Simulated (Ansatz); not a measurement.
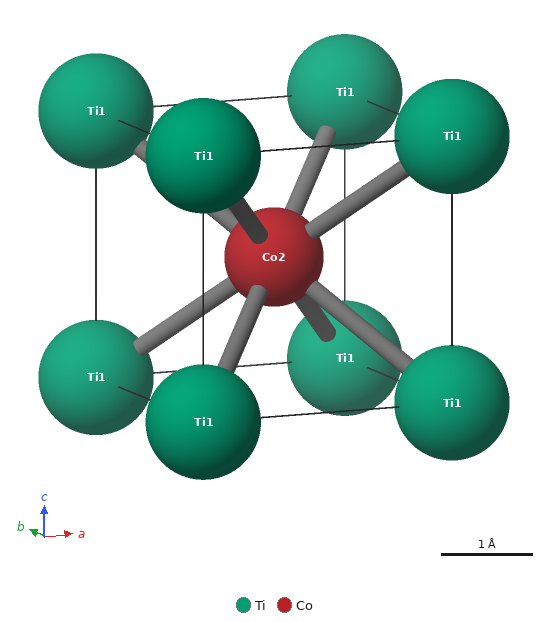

Fig. 1: The structure of run 1 (ball-and-stick view of the cell of the calculation, seen slightly off an axis; atoms are numbered from 1 in the order of the input). An atom can appear more than once, as a periodic image. Near neighbours in the periodic cell (some may lie outside the picture): Ti has 8 Co at 2.59 Å; Co has 8 Ti at 2.59 Å.

## What a change does: geometry relaxation on TiCo

System: TiCo (Pm-3m, 2 atoms in the cell).
Method of run 1: DFT PBE, scalar-relativistic, plane waves, PAW, spin-polarised (Ansatz 0.2.0).

The structure derives from a Materials Project entry. Text and figures count atoms from 1; the logs count them from 0 in places.

### Input, run 1
```yaml
crystal:
  lattice:
    - [2.98611099, 0.0, 0.0]
    - [0.0, 2.98611099, 0.0]
    - [0.0, 0.0, 2.98611099]
  atoms:
    - { symbol: Ti, position: [0.0, 0.0, 0.0] }
    - { symbol: Co, position: [0.5, 0.5, 0.5], spin: 0.6 }
basis:
  ecutwfc: 420
kpoints:
  mp_grid: { grid: [14, 14, 14] }
hamiltonian:
  xc: pbe
scf:
  occupations: { method: gaussian, width: 0.1 }
output:
  forces: true
  stress: true
  eigenvalues: true
  populations: true
magnetization:
  spin_polarized: true
relax:
  adjacent_minimum: "off"
  f_tol: 0.005
  max_steps: 80
  cell: { stress_tol: 0.05 }
```

Launched with:
```bash
ansatz run input.yaml --threads 2 --pin off --max-ram 5120MiB --backend cpu --events-out ev --progress --plain --runs-dir out
```

Hardware: 2 threads of Arm Neoverse V1, 24 GiB of memory available, shared host.

### Output, shortened to warnings, some set-up lines, iterations and results (run 1)
```
Basis set: ecut = 420 eV, 485 PW (Γ), exchange–correlation on 40×40×40 points (8 copies of the dense FFT grid, shifted against one another)
Symmetry: 48 space group operations
k-points: 120 of 2744
Initial density: superposition of atomic densities (chi_scale 0.1, normalization cell)
[...]
SCF iter   1: F=—  HF=-7626.290820 eV  |F-HF|=—  |Δ(HF+E_count)|=         —  Δρ=6.06e-2 (↑3.54e-2 ↓6.06e-2)  dr2=1.57e0  dr2_m=6.96e-2  M=0.665 μB ∫|m|=0.721 μB  β_m=0.30  …
SCF iter   2: F=—  HF=-7625.803962 eV  |F-HF|=—  |Δ(HF+E_count)|=   4.87e-1  Δρ=2.80e-2 (↑2.76e-2 ↓2.80e-2)  dr2=7.66e-1  dr2_m=4.51e-2  M=0.662 μB ∫|m|=0.742 μB  β_m=0.38  …
SCF iter   3: F=—  HF=-7626.345353 eV  |F-HF|=—  |Δ(HF+E_count)|=   5.41e-1  Δρ=2.98e-2 (↑9.76e-3 ↓2.98e-2)  dr2=2.25e-1  dr2_m=4.62e-2  M=0.732 μB ∫|m|=0.797 μB  β_m=0.35  …
SCF iter   4: F=—  HF=-7626.401180 eV  |F-HF|=—  |Δ(HF+E_count)|=         —  Δρ=3.67e-2 (↑3.67e-2 ↓2.32e-2)  dr2=7.32e-2  dr2_m=2.08e-1  M=0.891 μB ∫|m|=1.023 μB  β_m=0.35  …
SCF iter   5: F=—  HF=-7626.563341 eV  |F-HF|=—  |Δ(HF+E_count)|=   1.62e-1  Δρ=2.73e-2 (↑1.53e-2 ↓2.73e-2)  dr2=3.04e-2  dr2_m=1.07e-1  M=0.894 μB ∫|m|=1.056 μB  β_m=0.51  …
[... 25 lines ...]
SCF iter   4: F=—  HF=-7626.626586 eV  |F-HF|=—  |Δ(HF+E_count)|=  7.28e-12  Δρ=4.22e-7 (↑3.17e-7 ↓4.22e-7)  dr2=7.86e-11  dr2_m=1.51e-12  M=0.887 μB ∫|m|=1.106 μB  β_m=0.46  …
SCF iter   5: F=—  HF=-7626.626586 eV  |F-HF|=—  |Δ(HF+E_count)|=  2.09e-11  Δρ=1.82e-7 (↑1.82e-7 ↓5.23e-8)  dr2=4.66e-12  dr2_m=2.80e-12  M=0.887 μB ∫|m|=1.106 μB  β_m=0.67  …
SCF iter   6: F=-7626.626586 eV  HF=-7626.626586 eV  |F-HF|=1.82e-12  |Δ(HF+E_count)|=    0.00e0  Δρ=3.96e-8 (↑3.96e-8 ↓3.15e-8)  dr2=1.38e-12  dr2_m=4.05e-14  M=0.887 μB …
SCF 3 converged in 6 iterations: F = -7626.626586 eV  dr2 = 1.38e-12
relax step   3: F+E_penalty+E_count = -7626.62658622 eV  Δ(F+E_penalty+E_count) = +1.632e-6 eV  max|allowed force component| = 6.179e-30 eV/Å  Δτ_max = 0.0000 Å  P = -0.006 …
basis re-selected at this cell: Δ(F+E_penalty+E_count) = +1.632e-6 eV, ΔP = -0.001 GPa vs the last step (what re-selecting the basis moved, of the pressure what is left beyond the Pulay correction that the steps carried, after the strain that the cell walked since its last selection, with what the …
SCF converged after 6 iterations
Magnetization: 0.8867 μB (14.9433 up, 14.0567 down)
Absolute magnetization: 1.1112 μB (∫|ρ↑−ρ↓|, with the PAW one-centre terms)
Spin contamination: 0.0734 ħ² per cell (⟨S²⟩ above its minimum at these occupations)
Per-site moments (μB) at R_I (Å): [(-0.0323139143810324, 1.06655770489388), (0.9889472967740935, 1.06655770489388)]
Free energy (F): -7626.626586 eV
Harris-Foulkes:  -7626.626586 eV  (|F-HF|=1.82e-12)
Internal energy: -7626.617087 eV  (E = F + TS)
E sigma→0 (E₀):  -7626.621836 eV
Entropy (-TS):   -0.009499 eV (-4.750 meV/atom)
Fermi energy:    16.652170 eV
--- Per-component energies (eV) ---
  E_band       = -404.765053
  E_kinetic    = 729.210917
  E_local      = -3882.127468  (includes V_loc(G=0)·N_el)
  E_nonlocal   = 459.836500
  E_hartree    = 1638.600417
  E_xc         = -257.691530
  E_vxc        = -328.745440  (∫ρ·V_xc dr)
  E_paw        = -2562.738686  (= ΣΔE_a)
  E_vpaw       = -660.140526  (= ΣTr[D̂ρ^β])
  E_aug_tail   = 0.000175  (compensation charges beyond the density's cutoff)
  E_ewald      = -3751.707412
  E_smearing   = -0.009499  (= −TS)
  E_closure    = -0.000000  (closes the sum)
  Σ components = -7626.626586   (vs F -7626.626586, Δ=0.00e0)
--- Forces (eV/Å), atoms counted from 1 ---
  atom   1  Ti     0.00000000     0.00000000     0.00000000
  atom   2  Co     0.00000000     0.00000000    -0.00000000
  max |Σ_I F_I| component: 1.29e-29 eV/Å
--- Stress (GPa, compression-positive) ---
       -0.005610      -0.000000      -0.000000
       -0.000000      -0.005610       0.000000
       -0.000000      -0.000000      -0.005610
  P = ⅓ Tr σ = -0.0056 GPa (-0.056 kbar)
--- Relaxed structure (2 steps of the walk, 2 accepted, 1 SCFs on fresh bases) ---
  F+E_penalty+E_count = -7626.62658622 eV   max|allowed force component| = 6.179e-30 eV/Å   (the final SCF, on the basis selected at the relaxed cell)
  cell:  # Å, volume = 26.6127 Å³
    - [2.985587287402429, -1.6049416203226965e-35, -3.209883240645393e-35]
    - [-1.6049416203226965e-35, 2.985587287402429, 0.0]
[...]
```

The input of run 2 differs as follows (lines with − go, lines with + come):
```diff
+  max_iter: 75
-  populations: true
+  initial_magnetization: 40
```

Predict how the results change.

The energy is the same within 0.01 meV per atom. The number of SCF iterations is the same. On the same kind of shared host run 2 took about 2.1 times as long.

### Output, shortened to warnings, some set-up lines, iterations and results (run 2)
```
Warning: where an SCF of this run starts from atoms to list the orders of its open shells, Ti (site 0, from 0) starts with 2.00 μB on its 3d shell, in the place of the 39.40 μB that the deck gives it: its open shells can hold no more by Hund's first rule. To start from spheres of the given moment, type scf.initial_density.shell_occupations: []
Basis set: ecut = 420 eV, 485 PW (Γ), exchange–correlation on 40×40×40 points (8 copies of the dense FFT grid, shifted against one another)
Symmetry: 48 space group operations
k-points: 120 of 2744
Initial density: superposition of atomic densities (chi_scale 0.1, normalization cell)
[...]
SCF iter   1: F=—  HF=-7625.480183 eV  |F-HF|=—  |Δ(HF+E_count)|=         —  Δρ=1.10e-1 (↑1.10e-1 ↓5.73e-2)  dr2=2.42e0  dr2_m=1.05e0  M=1.015 μB ∫|m|=1.076 μB  β_m=0.30  …
SCF iter   2: F=—  HF=-7625.104041 eV  |F-HF|=—  |Δ(HF+E_count)|=   3.76e-1  Δρ=6.40e-2 (↑6.40e-2 ↓3.80e-2)  dr2=8.57e-1  dr2_m=5.13e-1  M=1.037 μB ∫|m|=1.078 μB  β_m=0.40  …
SCF iter   3: F=—  HF=-7625.886077 eV  |F-HF|=—  |Δ(HF+E_count)|=   7.82e-1  Δρ=3.48e-2 (↑2.71e-2 ↓3.48e-2)  dr2=1.63e-1  dr2_m=1.72e-1  M=1.040 μB ∫|m|=1.078 μB  β_m=0.44  …
SCF iter   4: F=—  HF=-7626.645674 eV  |F-HF|=—  |Δ(HF+E_count)|=         —  Δρ=7.16e-2 (↑6.58e-2 ↓7.16e-2)  dr2=3.18e-2  dr2_m=1.14e0  M=0.951 μB ∫|m|=1.034 μB  β_m=1.00  …
SCF iter   5: F=—  HF=-7626.698778 eV  |F-HF|=—  |Δ(HF+E_count)|=   5.31e-2  Δρ=3.86e-2 (↑3.86e-2 ↓3.77e-2)  dr2=9.83e-1  dr2_m=6.21e-4  M=0.918 μB ∫|m|=1.058 μB  β_m=0.44  …
[... 25 lines ...]
SCF iter   5: F=—  HF=-7626.626586 eV  |F-HF|=—  |Δ(HF+E_count)|=  1.82e-11  Δρ=9.82e-8 (↑9.82e-8 ↓4.62e-8)  dr2=7.76e-13  dr2_m=8.33e-13  M=0.887 μB ∫|m|=1.106 μB  β_m=0.59  …
SCF iter   6: F=—  HF=-7626.626586 eV  |F-HF|=—  |Δ(HF+E_count)|=  1.82e-12  Δρ=5.16e-8 (↑5.16e-8 ↓3.27e-8)  dr2=1.38e-13  dr2_m=3.79e-13  M=0.887 μB ∫|m|=1.106 μB  β_m=0.80  …
SCF iter   7: F=-7626.626586 eV  HF=-7626.626586 eV  |F-HF|=1.82e-12  |Δ(HF+E_count)|=  3.64e-12  Δρ=5.63e-8 (↑5.16e-8 ↓5.63e-8)  dr2=3.56e-12  dr2_m=3.85e-15  M=0.887 μB …
SCF 3 converged in 7 iterations: F = -7626.626586 eV  dr2 = 3.56e-12
relax step   3: F+E_penalty+E_count = -7626.62658631 eV  Δ(F+E_penalty+E_count) = +1.622e-6 eV  max|allowed force component| = 4.404e-30 eV/Å  Δτ_max = 0.0000 Å  P = -0.005 …
basis re-selected at this cell: Δ(F+E_penalty+E_count) = +1.622e-6 eV, ΔP = -0.001 GPa vs the last step (what re-selecting the basis moved, of the pressure what is left beyond the Pulay correction that the steps carried, after the strain that the cell walked since its last selection, with what the …
SCF converged after 7 iterations
Magnetization: 0.8867 μB (14.9433 up, 14.0567 down)
Absolute magnetization: 1.1112 μB (∫|ρ↑−ρ↓|, with the PAW one-centre terms)
Spin contamination: 0.0734 ħ² per cell (⟨S²⟩ above its minimum at these occupations)
Per-site moments (μB) at R_I (Å): [(-0.03230954518269985, 1.0665555631839905), (0.9889361763234773, 1.0665555631839905)]
Free energy (F): -7626.626586 eV
Harris-Foulkes:  -7626.626586 eV  (|F-HF|=1.82e-12)
Internal energy: -7626.617087 eV  (E = F + TS)
E sigma→0 (E₀):  -7626.621837 eV
Entropy (-TS):   -0.009500 eV (-4.750 meV/atom)
Fermi energy:    16.652292 eV
--- Per-component energies (eV) ---
  E_band       = -404.761750
  E_kinetic    = 729.211299
  E_local      = -3882.116015  (includes V_loc(G=0)·N_el)
  E_nonlocal   = 459.836492
  E_hartree    = 1638.596296
  E_xc         = -257.691653
  E_vxc        = -328.745607  (∫ρ·V_xc dr)
  E_paw        = -2562.738735  (= ΣΔE_a)
  E_vpaw       = -660.140622  (= ΣTr[D̂ρ^β])
  E_aug_tail   = 0.000175  (compensation charges beyond the density's cutoff)
  E_ewald      = -3751.714946
  E_smearing   = -0.009500  (= −TS)
  E_closure    = 0.000000  (closes the sum)
  Σ components = -7626.626586   (vs F -7626.626586, Δ=0.00e0)
--- Forces (eV/Å), atoms counted from 1 ---
  atom   1  Ti    -0.00000000     0.00000000     0.00000000
  atom   2  Co     0.00000000     0.00000000    -0.00000000
  max |Σ_I F_I| component: 8.02e-30 eV/Å
--- Stress (GPa, compression-positive) ---
       -0.004624      -0.000000      -0.000000
       -0.000000      -0.004624      -0.000000
       -0.000000      -0.000000      -0.004624
  P = ⅓ Tr σ = -0.0046 GPa (-0.046 kbar)
--- Relaxed structure (2 steps of the walk, 2 accepted, 1 SCFs on fresh bases) ---
  F+E_penalty+E_count = -7626.62658631 eV   max|allowed force component| = 4.404e-30 eV/Å   (the final SCF, on the basis selected at the relaxed cell)
  cell:  # Å, volume = 26.6126 Å³
    - [2.9855812921695506, -1.6049416203226965e-35, 8.024708101613482e-36]
[...]
```

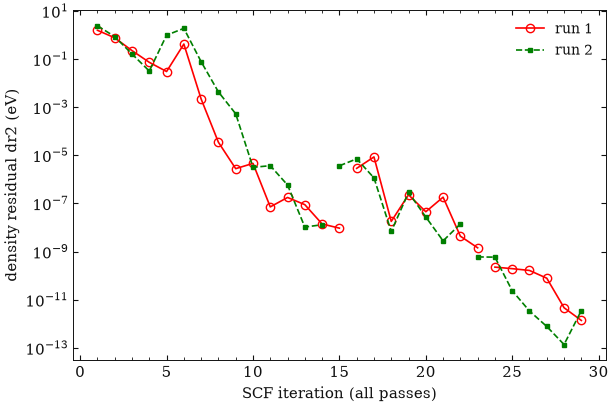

Fig. 2: Convergence of the two runs: density residual dr2 against the SCF iteration. A break in a curve parts two SCF passes. Run 1 takes 29 iterations in all, and run 2 takes 29.

### The two runs side by side

```csv
quantity,run 1,run 2
outcome,converged,converged
free energy per atom (eV),−3813.3133,−3813.3133
"energy per atom, smearing taken to zero (eV)",−3813.3109,−3813.3109
gap on the mesh (eV),0.00,0.00
net moment of the cell (μB),0.89,0.89
absolute moment of the cell (μB),1.11,1.11
pressure (GPa),−0.01,0.00
largest force (eV/Å),0.000,0.000
SCF iterations,29,29
irreducible k-points,120,120
wall time (shared host),16 s,33 s
```

For run 2: A setting was made wrong on purpose: an impossible spin (`magnetization`). It did no harm here: the run converged to the energy of the sound run within 1 meV per atom. Warnings: some starting moments were not kept.
